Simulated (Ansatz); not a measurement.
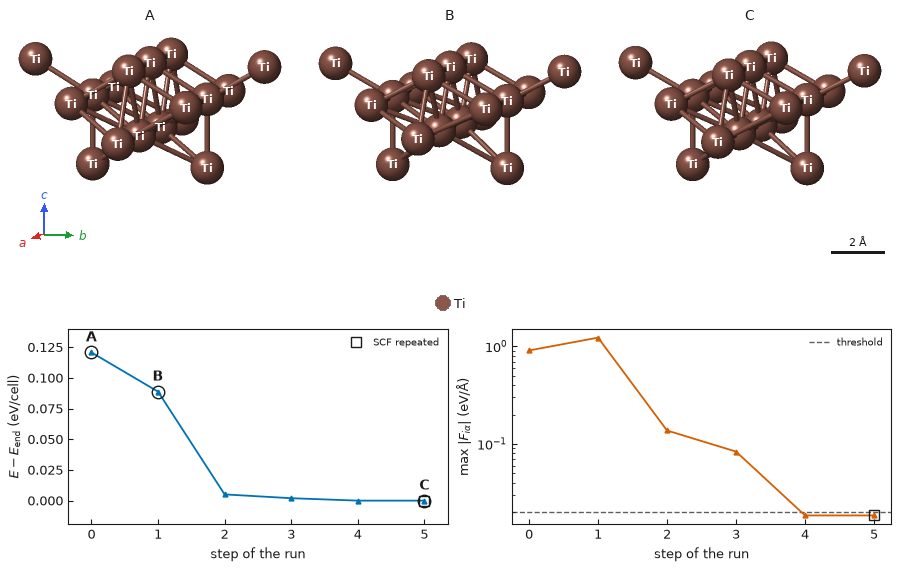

Frames of a relaxation of a slab of composition Ti (cut from the P6/mmm phase), marked on the history of the run. A ball-and-stick model of the atoms within 5.0 Å of the atom that moves most (axes of the 3 × 2 repeat of the cell, outlined in the plane, without the vacuum), seen slightly off an axis.

Case: (1 0 0) slab, atoms relaxed. The slab is the (1 0 0) face of Ti.

Theory: DFT PBEsol, scalar-relativistic, plane waves, PAW (Ansatz).

Input
```yaml
crystal:
  lattice:
    - [2.7987936497, 0.0, 0.0]
    - [0.0, 4.5152900626, 0.0]
    - [0.0, 0.0, 26.7310676991]
  atoms:
    - { symbol: Ti, position: [0.5, 0.0, 0.2805724068] }
    - { symbol: Ti, position: [0.0, 0.5, 0.3293340942] }
    - { symbol: Ti, position: [0.5, 0.0, 0.3780957815] }
    - { symbol: Ti, position: [0.5, 0.5, 0.4268574689] }
    - { symbol: Ti, position: [0.0, 0.0, 0.4756191563] }
    - { symbol: Ti, position: [0.5, 0.5, 0.5243808437] }
    - { symbol: Ti, position: [0.5, 0.0, 0.5731425311] }
    - { symbol: Ti, position: [0.0, 0.5, 0.6219042185] }
    - { symbol: Ti, position: [0.5, 0.0, 0.6706659058] }
    - { symbol: Ti, position: [0.5, 0.5, 0.7194275932] }
basis:
  ecutwfc: 420
kpoints:
  mp_grid: { grid: [12, 8, 1] }
hamiltonian:
  xc: pbesol
scf:
  occupations: { method: gaussian, width: 0.1 }
output:
  forces: true
  eigenvalues: true
  write_density: true
  write_potential: true
  elf: true
  volumetric_format: npy
relax:
  adjacent_minimum: "off"
  f_tol: 0.02
  max_steps: 60
efield:
  axis: 3
  dipole_correction: true
  ramp_width: 0.04
```

Run as
```bash
ansatz run input.yaml --threads 1 --pin off --max-ram 2560MiB --backend cpu --events-out ev --progress --plain --runs-dir out
```

Q: What happens along the run?

A: The largest move relative to the layer's centre is that of Ti10, 0.15 Å along the normal (−c). The lattice vectors keep their values. Some distances before and after: Ti8–Ti10 2.959 → 2.762 Å, Ti9–Ti10 2.607 → 2.545 Å, Ti7–Ti8 2.959 → 3.008 Å, Ti8–Ti9 2.959 → 2.918 Å. Among the angles between lasting bonds that change: Ti9–Ti10–Ti9 120.0° → 125.0°, Ti8–Ti10–Ti8 56.5° → 60.9°, Ti8–Ti10–Ti9 63.9° → 66.6°. The energy falls by 0.121 eV per cell of the calculation in 4 accepted moves (5 points after the start). Largest force component: 0.91 eV/Å at the start, 0.019 eV/Å at the end. 1 step only repeated the SCF at the same geometry. The run took 11 min on 1 thread of Arm Neoverse V2, with other jobs on the host, peak memory 0.84 GiB. From step 0 to 1: Ti8 moves most (0.20 Å), energy −31.9 meV per cell of the calculation. From step 1 to 5: Ti8 moves most (0.12 Å), energy −88.8 meV per cell of the calculation.
